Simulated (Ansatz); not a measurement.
Structure (in its standard cell), the input geometry of an electronic-structure calculation (not necessarily at equilibrium); the starting structure was generated, so it need not be a known form of this composition:

```
Ca
1.0
     3.61195    0.00000    0.00000
     0.00000    3.61195    0.00000
     0.00000    0.00000    3.61195
Ca
1
Direct
  0.00000 0.00000 0.00000
```

Predict the [001] zone-axis pattern (200 kV, kinematic, B = 0.5 Å²).

The spots form a square net with both shortest vectors at d = 3.61 Å, 90.0° apart. They are 1 0 0 and 0 1 0. The pattern has symmetry 4mm. No reflection of this zone is absent.

Strongest reflections with d > 1.10 Å, one of each family (|F|² from tabulated Gaussian fits of the electron scattering factors, times a small damping for the curvature of the Ewald sphere):

```json
{"hkl": "1 0 0", "d (Å)": "3.612", "I (strongest = 100)": "100"}
{"hkl": "1 1 0", "d (Å)": "2.554", "I (strongest = 100)": "49"}
{"hkl": "2 0 0", "d (Å)": "1.806", "I (strongest = 100)": "23"}
{"hkl": "2 1 0", "d (Å)": "1.615", "I (strongest = 100)": "17"}
{"hkl": "2 2 0", "d (Å)": "1.277", "I (strongest = 100)": "9"}
{"hkl": "3 0 0", "d (Å)": "1.204", "I (strongest = 100)": "8"}
```

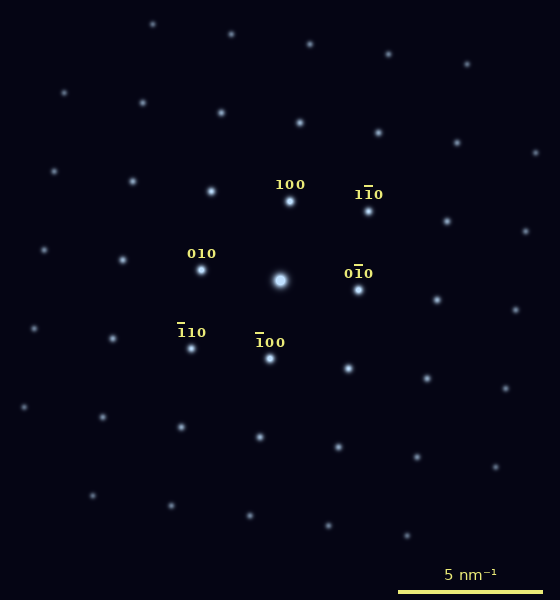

Calculated pattern, seen from the source side with [001] pointing towards the source.
